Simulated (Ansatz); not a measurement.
Input

```
crystal:
  lattice:
    - [2.4043547061, 1.3881548368, 4.3744984061]
    - [-2.4043547061, 1.3881548368, 4.3744984061]
    - [0.0, -2.7763096736, 4.3744984061]
  atoms:
    - { symbol: Al, position: [0.3521453523, 0.3521453523, 0.3521453523] }
    - { symbol: Al, position: [0.1478546477, 0.1478546477, 0.1478546477] }
    - { symbol: Al, position: [0.6478546477, 0.6478546477, 0.6478546477] }
    - { symbol: Al, position: [0.8521453523, 0.8521453523, 0.8521453523] }
    - { symbol: O, position: [0.5561715154, 0.9438284846, 0.25] }
    - { symbol: O, position: [0.25, 0.5561715154, 0.9438284846] }
    - { symbol: O, position: [0.9438284846, 0.25, 0.5561715154] }
    - { symbol: O, position: [0.4438284846, 0.0561715154, 0.75] }
    - { symbol: O, position: [0.75, 0.4438284846, 0.0561715154] }
    - { symbol: O, position: [0.0561715154, 0.75, 0.4438284846] }
kpoints:
  mp_grid: { grid: [6, 6, 6] }
hamiltonian:
  xc: r2scan
scf:
  occupations: { method: fermi_dirac, width: 0.02 }
relax:
  f_tol: 0.005
  cell: {}
output:
  write_density: true
  write_potential: true
  elf: true
  volumetric_format: npy
```

Run with:

```sh
ansatz run input.yaml --threads 2 --pin off --max-ram 29491MiB --backend cpu --events-out ev --progress --plain --runs-dir out
```

Below, planes, directions and counts refer to the conventional cell (a = 4.76 Å, b = 4.76 Å, c = 13.00 Å, α = 90.00°, β = 90.00°, γ = 120.00°).

The fields are those of the run's last geometry, not of the input's.

Space group R-3c; started from the measured structure prototype, which need not be the ambient phase.

Method: DFT, r2SCAN, plane waves, PAW in Ansatz 0.2.0.

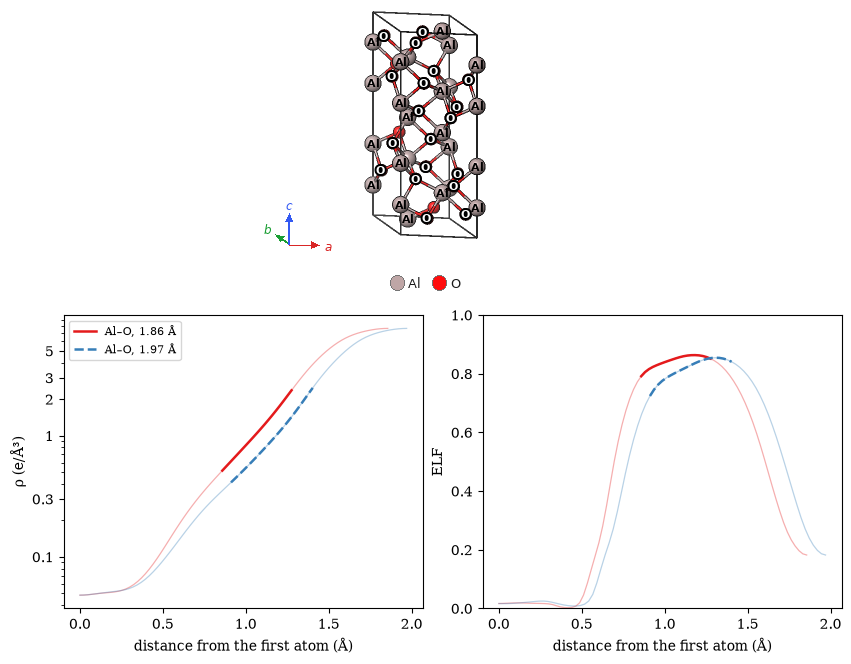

Al2O3. Valence electron density and electron localisation function along straight lines between neighbouring atoms. Thin, pale parts lie inside the atomic spheres. The structure is drawn too.

In a PAW calculation such maps are meaningful between the atoms, not at the nuclei.

**What can be read from the curves?**

Al–O (1.86 Å): ρ at the midpoint is about 0.65 e/Å³; the ELF peaks at about 0.85 in the valence shell of O, 0.7 Å from its nucleus, and is about 0.80 at the midpoint.
Al–O (1.97 Å): ρ at the midpoint is about 0.52 e/Å³; the ELF peaks at about 0.85 in the valence shell of O, 0.7 Å from its nucleus, and is about 0.80 at the midpoint.
